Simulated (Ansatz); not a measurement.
The structure in question:

```
Ta N
1.0
     2.88800    0.00000    0.00000
     0.00000    2.88800    0.00000
     0.00000    0.00000   10.19735
Ta N
4 4
Cartesian
  1.4440 1.4440 0.0048
  0.0000 1.4440 7.6528
  0.0000 0.0000 5.1034
  1.4440 0.0000 2.5541
  0.0000 0.0000 0.8378
  1.4440 0.0000 8.4858
  1.4440 1.4440 5.9365
  0.0000 1.4440 3.3872
```

Question: Give a crystallographic description of this input.

Answer: Formula: TaN. The atoms follow space group I4_1md (No. 109); the Bravais lattice is body-centred tetragonal. Content of the cell: 4 Ta, 4 N (Z = 4). Around each Ta lie eight Ta and six N (2.89 to 2.93 Å to Ta, 2.21 to 2.24 Å to N). N sits among six Ta in a trigonal prismatic arrangement at 2.21 to 2.24 Å. The bonds build a three-dimensional framework.

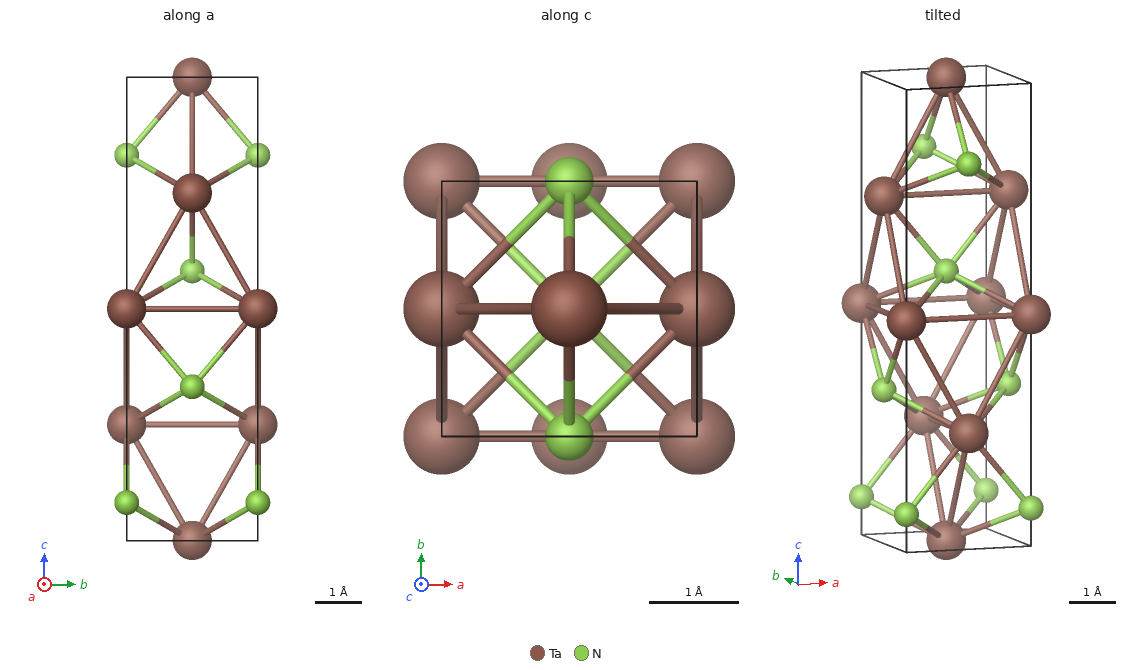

Shown here is a ball-and-stick view of the crystal, taken along the a axis, along the c axis and slightly off an axis. One conventional unit cell is framed, with atoms on its boundary repeated.

The structure was taken from a structure listed in the Materials Project, with elements exchanged, so it need not be a known form of the compound. Earlier steps of the study, as a rule a relaxation of our own, may have changed the cell and positions, so they can lie some per cent off the listed ones. A calculation with Ansatz used it as input.
